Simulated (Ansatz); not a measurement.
## Single-point calculation of HfS$_{2}$ (part 1 of 2)

HfS$_{2}$ (P-3m1, 48 atoms in the cell), computed with DFT PBE+D3(BJ), scalar-relativistic, plane waves, PAW, no spin polarisation (Ansatz 0.2.0).

The structure derives from a Materials Project entry. It belongs to a series of runs on one base structure; here: the perfect crystal in a cell of 48 atoms.

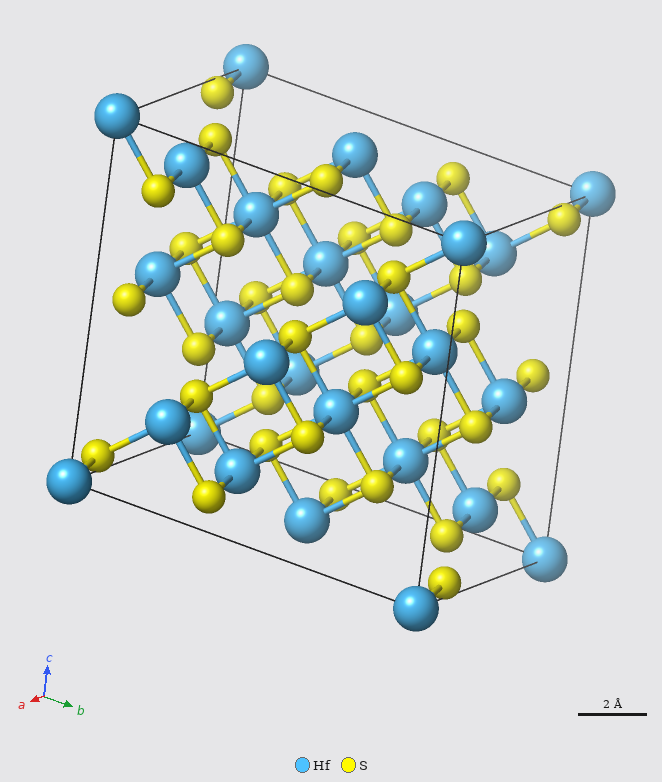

*The structure as given in the input (ball-and-stick view of the cell of the calculation, seen slightly off an axis). An atom can appear more than once, as a periodic image.*

The input
```yaml
crystal:
  lattice:
    - [-9.0146571002, -3.1227688221, 5.7703877075]
    - [9.0146571002, 3.1227688221, 5.7703877075]
    - [-1.80293142, 9.3683064662, -5.7703877075]
  atoms:
    - { symbol: Hf, position: [0.0, 0.5, 0.5] }
    - { symbol: Hf, position: [0.75, 0.125, 0.875] }
    - { symbol: Hf, position: [0.0, 0.25, 0.25] }
    - { symbol: Hf, position: [0.25, 0.125, 0.375] }
    - { symbol: Hf, position: [0.75, 0.625, 0.375] }
    - { symbol: Hf, position: [0.5, 0.25, 0.75] }
    - { symbol: Hf, position: [0.0, 0.75, 0.75] }
    - { symbol: Hf, position: [0.75, 0.375, 0.125] }
    - { symbol: Hf, position: [0.25, 0.375, 0.625] }
    - { symbol: Hf, position: [0.75, 0.875, 0.625] }
    - { symbol: Hf, position: [0.5, 0.5, 0.0] }
    - { symbol: Hf, position: [0.0, 0.0, 0.0] }
    - { symbol: Hf, position: [0.5, 0.0, 0.5] }
    - { symbol: Hf, position: [0.25, 0.625, 0.875] }
    - { symbol: Hf, position: [0.5, 0.75, 0.25] }
    - { symbol: Hf, position: [0.25, 0.875, 0.125] }
    - { symbol: S, position: [0.040469659, 0.8738029923, 0.1666666667] }
    - { symbol: S, position: [0.790469659, 0.4988029923, 0.5416666667] }
    - { symbol: S, position: [0.040469659, 0.6238029923, 0.9166666667] }
    - { symbol: S, position: [0.290469659, 0.4988029923, 0.0416666667] }
    - { symbol: S, position: [0.790469659, 0.9988029923, 0.0416666667] }
    - { symbol: S, position: [0.540469659, 0.6238029923, 0.4166666667] }
    - { symbol: S, position: [0.040469659, 0.1238029923, 0.4166666667] }
    - { symbol: S, position: [0.790469659, 0.7488029923, 0.7916666667] }
    - { symbol: S, position: [0.290469659, 0.7488029923, 0.2916666667] }
    - { symbol: S, position: [0.790469659, 0.2488029923, 0.2916666667] }
    - { symbol: S, position: [0.540469659, 0.8738029923, 0.6666666667] }
    - { symbol: S, position: [0.040469659, 0.3738029923, 0.6666666667] }
    - { symbol: S, position: [0.540469659, 0.3738029923, 0.1666666667] }
    - { symbol: S, position: [0.290469659, 0.9988029923, 0.5416666667] }
    - { symbol: S, position: [0.540469659, 0.1238029923, 0.9166666667] }
    - { symbol: S, position: [0.290469659, 0.2488029923, 0.7916666667] }
    - { symbol: S, position: [0.959530341, 0.6261970077, 0.3333333333] }
    - { symbol: S, position: [0.709530341, 0.2511970077, 0.7083333333] }
    - { symbol: S, position: [0.959530341, 0.3761970077, 0.0833333333] }
    - { symbol: S, position: [0.209530341, 0.2511970077, 0.2083333333] }
    - { symbol: S, position: [0.709530341, 0.7511970077, 0.2083333333] }
    - { symbol: S, position: [0.459530341, 0.3761970077, 0.5833333333] }
    - { symbol: S, position: [0.959530341, 0.8761970077, 0.5833333333] }
    - { symbol: S, position: [0.709530341, 0.5011970077, 0.9583333333] }
    - { symbol: S, position: [0.209530341, 0.5011970077, 0.4583333333] }
    - { symbol: S, position: [0.709530341, 0.0011970077, 0.4583333333] }
    - { symbol: S, position: [0.459530341, 0.6261970077, 0.8333333333] }
    - { symbol: S, position: [0.959530341, 0.1261970077, 0.8333333333] }
    - { symbol: S, position: [0.459530341, 0.1261970077, 0.3333333333] }
    - { symbol: S, position: [0.209530341, 0.7511970077, 0.7083333333] }
    - { symbol: S, position: [0.459530341, 0.8761970077, 0.0833333333] }
    - { symbol: S, position: [0.209530341, 0.0011970077, 0.9583333333] }
basis:
  ecutwfc: 420
  xc_grid: 2
kpoints:
  mp_grid: { grid: [2, 2, 2], shift: [0.5, 0.5, 0.5] }
hamiltonian:
  xc: pbe
  dispersion: d3bj
scf:
  occupations: { method: gaussian, width: 0.01 }
output:
  forces: true
  stress: true
  eigenvalues: true
  write_density: true
  write_potential: true
  elf: true
  volumetric_format: npy
```

Run on 4 threads of AMD EPYC (Zen 3), 189 GiB of memory available, shared host.

Run as:
```bash
ansatz run input.yaml --threads 4 --pin off --max-ram 10240MiB --backend cpu --events-out ev --progress --plain --runs-dir out
```

Output
```
Engine: ansatz 0.2.0, x86_64-unknown-linux-gnu
Pseudopotentials: kind: paw
Pseudopotential: Hf, paw, valence charge 26, recommended cutoff 420 eV (normal), Hf.paw.azcp
Pseudopotential: S, paw, valence charge 6, recommended cutoff 420 eV (normal), S.paw.azcp
Functional definition: PBE
  parameter kappa = 0.804
  parameter beta = 0.06672455060314922
  exchange = pbe_x(kappa = kappa, mu = beta*pi^2/3)
  correlation = pbe_c(beta = beta)
Crystal: 48 atoms, lattice volume = 1039.619 Å³
Basis set: ecut = 420 eV, 20319 PW (Γ), exchange–correlation on 150×150×150 points (8 copies of the dense FFT grid, shifted against one another)
Bands: 365, of which v1, the nominal top of the filled ones, is band 304 counted from 1 (303 counted from 0)
Symmetry: 64 space group operations
Space group: P-3m1 (ITA 164), of the structure as read, at distance tolerance 1.0e-4 Å
k-points: 4 of 8
Non-local potential: Hf, projectors of the file, l = 0: 3, l = 1: 2, l = 2: 2, l = 3: 3
Non-local potential: S, projectors of the file, l = 0: 2, l = 1: 2, l = 2: 2
PAW form: soft (Blöchl's): semilocal exchange-correlation on the pseudo side does not see the compensation charge
PAW one-centre angular grid: Hf, 590 points (default); XC on 64 Gauss nodes
PAW one-centre angular grid: S, 110 points (default); XC on 64 Gauss nodes
Initial density: superposition of atomic densities (neutral atoms: chi_scale 0, normalization atom), corrected by the library's trained network
Initial wavefunctions: pseudopotential atomic-orbital guess
Functional: x = pbe(κ = 0.804, μ = 0.2195149727645171), c = pbe(β = 0.06672455060314922)
SCF iter   1: F=—  HF=-280498.612721 eV  |F-HF|=—  |Δ(HF+E_count)|=         —  Δρ=1.43e-3  dr2=9.86e-3  ethr=1.77e-3  ⟨swp⟩=6.0  Hψ=4994  notcnv=0  defer=75
preconditioner: auto → Resta (q_TF=auto, 2.495 Å⁻¹)  ε∞=5.7  [insulator: Δε(μ)=0.998 eV  Ē_g=11.631 eV  σ=0.010 eV  W_gap=1.00  n_scr=288 (ndim 8)  ℏωp=25.2 eV  f_vac=0.044  D(μ)=0.00/eV (n_scr^D=0)  ε∞_Penn≈5.7]
SCF iter   2: F=—  HF=-280498.607080 eV  |F-HF|=—  |Δ(HF+E_count)|=   5.64e-3  Δρ=8.24e-4  dr2=3.13e-3  ethr=1.62e-6  ⟨swp⟩=3.2  Hψ=3357  notcnv=0  defer=208
SCF iter   3: F=—  HF=-280498.612248 eV  |F-HF|=—  |Δ(HF+E_count)|=   5.17e-3  Δρ=1.03e-4  dr2=1.46e-4  ethr=5.14e-7  ⟨swp⟩=2.0  Hψ=2224  notcnv=0  defer=208
SCF iter   4: F=—  HF=-280498.612181 eV  |F-HF|=—  |Δ(HF+E_count)|=   6.68e-5  Δρ=6.56e-5  dr2=7.85e-5  ethr=2.41e-8  ⟨swp⟩=2.0  Hψ=2454  notcnv=0  defer=208
SCF iter   5: F=—  HF=-280498.613470 eV  |F-HF|=—  |Δ(HF+E_count)|=   1.29e-3  Δρ=3.08e-5  dr2=1.23e-5  ethr=1.29e-8  ⟨swp⟩=2.0  Hψ=2181  notcnv=0  defer=208
SCF iter   6: F=—  HF=-280498.613485 eV  |F-HF|=—  |Δ(HF+E_count)|=   1.54e-5  Δρ=1.25e-5  dr2=2.32e-6  ethr=2.03e-9  ⟨swp⟩=2.0  Hψ=2198  notcnv=0  defer=208
SCF iter   7: F=—  HF=-280498.613489 eV  |F-HF|=—  |Δ(HF+E_count)|=   4.08e-6  Δρ=4.37e-6  dr2=2.87e-7  ethr=3.81e-10  ⟨swp⟩=2.0  Hψ=2200  notcnv=0  defer=208
SCF iter   8: F=-280498.613490 eV  HF=-280498.613490 eV  |F-HF|=1.73e-8  |Δ(HF+E_count)|=   4.04e-7  Δρ=9.55e-7  dr2=1.18e-8  ethr=1.64e-11  ⟨swp⟩=13.2  Hψ=10632  notcnv=0
SCF 1 converged in 8 iterations: F = -280498.613490 eV  dr2 = 1.18e-8
  greatest PAW one-centre occupation: 0.999 electrons in one spin orbital (limit 2), on the Hf atom at site 15 (counted from 0), in its partial waves of l = 0
```

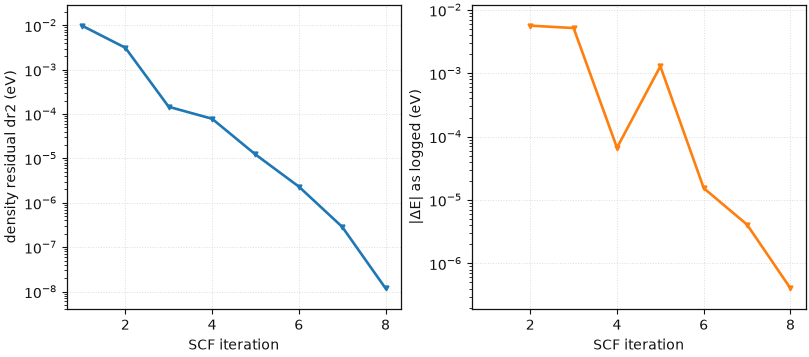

*Convergence of the self-consistent field: density residual dr2 and size of the energy change against the SCF iteration.*

The residual falls at every step.

```
SCF converged after 8 iterations
Free energy (F): -280498.613490 eV
Harris-Foulkes:  -280498.613490 eV  (|F-HF|=1.73e-8)
Internal energy: -280498.613490 eV  (E = F + TS)
E sigma→0 (E₀):  -280498.613490 eV
Fermi energy:    10.120630 eV
--- Per-component energies (eV) ---
  E_band       = -3051.482843
  E_kinetic    = 10162.348790
  E_local      = -128255.717300  (includes V_loc(G=0)·N_el)
  E_nonlocal   = -18988.265565
  E_hartree    = 59225.500181
  E_xc         = -7910.761850
  E_vxc        = -7059.852090  (∫ρ·V_xc dr)
  E_paw        = -130040.339401  (= ΣΔE_a)
  E_vpaw       = 22638.983198  (= ΣTr[D̂ρ^β])
  E_aug_tail   = 0.000029  (compensation charges beyond the density's cutoff)
  E_ewald      = -64675.024112
  E_disp       = -16.354263  (pairwise vdW)
  E_smearing   = -0.000000  (= −TS)
  E_closure    = 0.000000  (closes the sum)
  Σ components = -280498.613490   (vs F -280498.613490, Δ=0.00e0)
--- Forces (eV/Å), atoms counted from 1 ---
  atom   1  Hf     0.00000000     0.00000000    -0.00000000
  atom   2  Hf     0.00000000    -0.00000000    -0.00000000
  atom   3  Hf     0.00000000     0.00000000    -0.00000000
  atom   4  Hf     0.00000000    -0.00000000     0.00000000
  atom   5  Hf     0.00000000    -0.00000000    -0.00000000
  atom   6  Hf     0.00000000     0.00000000    -0.00000000
  atom   7  Hf     0.00000000     0.00000000     0.00000000
  atom   8  Hf     0.00000000    -0.00000000    -0.00000000
  atom   9  Hf     0.00000000    -0.00000000    -0.00000000
  atom  10  Hf     0.00000000    -0.00000000    -0.00000000
  atom  11  Hf     0.00000000     0.00000000     0.00000000
  atom  12  Hf     0.00000000     0.00000000     0.00000000
  atom  13  Hf     0.00000000     0.00000000     0.00000000
  atom  14  Hf     0.00000000    -0.00000000    -0.00000000
  atom  15  Hf     0.00000000     0.00000000     0.00000000
  atom  16  Hf     0.00000000    -0.00000000     0.00000000
  atom  17  S     -0.00080163     0.00046282     0.00022091
  atom  18  S     -0.00080163     0.00046282     0.00022091
  atom  19  S     -0.00080163     0.00046282     0.00022091
  atom  20  S     -0.00080163     0.00046282     0.00022091
  atom  21  S     -0.00080163     0.00046282     0.00022091
  atom  22  S     -0.00080163     0.00046282     0.00022091
  atom  23  S     -0.00080163     0.00046282     0.00022091
  atom  24  S     -0.00080163     0.00046282     0.00022091
  atom  25  S     -0.00080163     0.00046282     0.00022091
  atom  26  S     -0.00080163     0.00046282     0.00022091
  atom  27  S     -0.00080163     0.00046282     0.00022091
  atom  28  S     -0.00080163     0.00046282     0.00022091
  atom  29  S     -0.00080163     0.00046282     0.00022091
  atom  30  S     -0.00080163     0.00046282     0.00022091
  atom  31  S     -0.00080163     0.00046282     0.00022091
  atom  32  S     -0.00080163     0.00046282     0.00022091
  atom  33  S      0.00080163    -0.00046282    -0.00022091
  atom  34  S      0.00080163    -0.00046282    -0.00022091
  atom  35  S      0.00080163    -0.00046282    -0.00022091
  atom  36  S      0.00080163    -0.00046282    -0.00022091
  atom  37  S      0.00080163    -0.00046282    -0.00022091
  atom  38  S      0.00080163    -0.00046282    -0.00022091
  atom  39  S      0.00080163    -0.00046282    -0.00022091
  atom  40  S      0.00080163    -0.00046282    -0.00022091
  atom  41  S      0.00080163    -0.00046282    -0.00022091
  atom  42  S      0.00080163    -0.00046282    -0.00022091
  atom  43  S      0.00080163    -0.00046282    -0.00022091
  atom  44  S      0.00080163    -0.00046282    -0.00022091
  atom  45  S      0.00080163    -0.00046282    -0.00022091
  atom  46  S      0.00080163    -0.00046282    -0.00022091
  atom  47  S      0.00080163    -0.00046282    -0.00022091
  atom  48  S      0.00080163    -0.00046282    -0.00022091
  max |Σ_I F_I| component: 3.14e-18 eV/Å
--- Stress (GPa, compression-positive) ---
       -0.012701       0.022979      -0.002439
        0.022979       0.013833       0.001408
       -0.002439       0.001408      -0.012704
  P = ⅓ Tr σ = -0.0039 GPa (-0.039 kbar)
--- Band table (eV) ---
```
